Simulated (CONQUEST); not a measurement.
**Pb: 7 runs along one coordinate**

System: Pb (Fd-3m, 4 atoms in the cell).
Method: Kohn-Sham DFT of a periodic cell, PBEsol, PseudoDojo NC PBEsol, no spin polarisation (CONQUEST 1.3).

The 7 runs differ only in the geometry, by an even scaling of the cell at fixed fractional positions. The structure derives from a Materials Project entry.

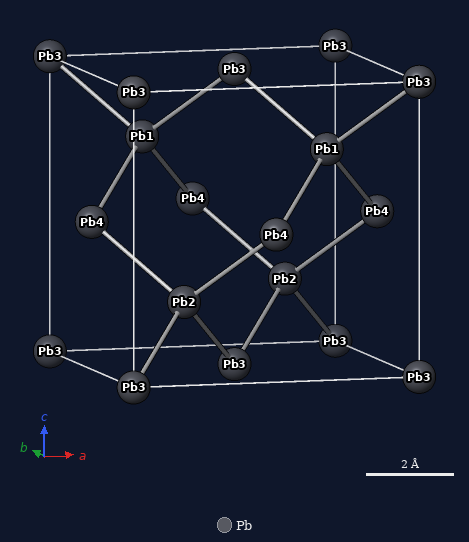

Figure 1. The structure of run 4 (ball-and-stick view of the cell 2 times as large as that of the calculation, set on its symmetry axes, seen slightly off an axis; atoms are numbered from 1 in the order of the input). An atom can appear more than once, as a periodic image.

### Input of run 4
```
IO.Title Pb
IO.Coordinates coords.dat
IO.FractionalAtomicCoords T
IO.Iprint 2
IO.Iprint_init 1
General.NumberOfSpecies 1
General.PseudopotentialType hamann
AtomMove.TypeOfRun static
AtomMove.FullStress T
Grid.PointsAlongX 48
Grid.PointsAlongY 48
Grid.PointsAlongZ 72
DM.SolutionMethod diagon
Diag.MPMesh T
Diag.GammaCentred T
Diag.MPMeshX 6
Diag.MPMeshY 6
Diag.MPMeshZ 4
Diag.kT 0.00183747
minE.SCTolerance 1e-6
SC.MaxIters 100
IO.AtomChargeOutput T
%block ChemicalSpeciesLabel
1 207.200 Pb
%endblock
```

Command:
```bash
OMP_NUM_THREADS=1 Conquest
```

Lattice vectors (Å) and fractional positions of run 4:
```
   4.863481    0.000000    0.000000
   0.000000    4.863481    0.000000
   0.000000    0.000000    6.878000
Pb  0.000000  0.500000  0.750000
Pb  0.500000  0.000000  0.250000
Pb  0.000000  0.000000  0.000000
Pb  0.500000  0.500000  0.500000
```

Run 6 has the same physical settings and fractional positions; its lattice vectors (Å) are:
```
   4.927481    0.000000    0.000000
   0.000000    4.927481    0.000000
   0.000000    0.000000    6.968510
```

### Results, with one run withheld

| run | volume per atom (Å³) | free energy per atom, from the lowest run given (meV) | pressure (GPa) |
| --- | --- | --- | --- |
| 1 | 38.232 | 21.67 | 2.69 |
| 2 | 39.045 | 10.45 | 1.74 |
| 3 | 39.859 | 3.49 | 1.00 |
| 4 | 40.672 | 0.05 | 0.34 |
| 5 | 41.486 | 0.00 | −0.31 |
| 6 | 42.299 | ? | ? |
| 7 | 43.112 | 8.67 | −1.34 |

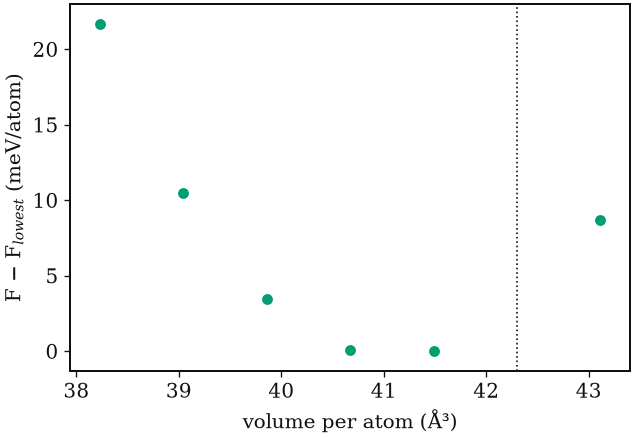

Figure 2. Free energy per atom of the runs given; the dotted line marks run 6.

What should run 6 give?

A cubic polynomial in V^(−2/3) (the Birch–Murnaghan form), fitted to the 6 runs given, misses them by at most 0.06 meV per atom. With x = V^(−2/3) − 0.08501 Å⁻², it reads F = 0.994 + 2641.6 x + 1.2895e+06 x² + 9.5972e+05 x³ (meV per atom). At run 6 it gives 2.98 meV per atom, and the run itself gives 3.07. The slope of the fit gives a pressure −dF/dV of −0.86 GPa there, and the run prints −0.87 GPa. The fit has its minimum at 41.087 Å³ per atom, where V d²F/dV² gives 31.5 GPa: the bulk modulus at this level, since symmetry fixes the shape and the positions.

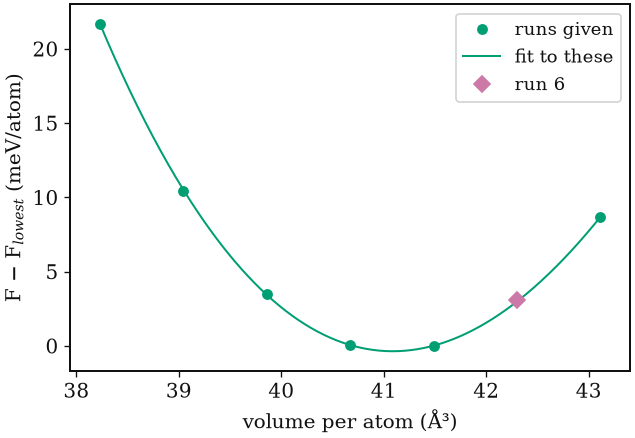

Figure 3. The fit and the withheld run.

### Some lines of the output (run 6)
```
[...]
          DFT Total Energy                 :      -280.968876492556774 Ha
          Free Energy (E-TS)               :      -280.977009990639374 Ha
          DFT Total Energy                 :      -280.975822099394577 Ha
          Free Energy (E-TS)               :      -280.976515538680133 Ha
          DFT Total Energy                 :      -280.976100955089919 Ha
          Free Energy (E-TS)               :      -280.976513954677671 Ha
          DFT Total Energy                 :      -280.976102563190238 Ha
          Free Energy (E-TS)               :      -280.976513933648675 Ha
          DFT Total Energy                 :      -280.976102647749485 Ha
          Free Energy (E-TS)               :      -280.976513605569380 Ha
          DFT Total Energy                 :      -280.976102345773370 Ha
      | Free Energy as E-TS      =      -280.976513605569380 Ha
      |* DFT total energy        =      -280.976102345773370 Ha
    force: Average pressure:     -0.87499933 GPa
```

Notes: Spin–orbit coupling is left out, which matters for Pb. With a small basis of atomic orbitals these values can differ much from converged plane-wave results.
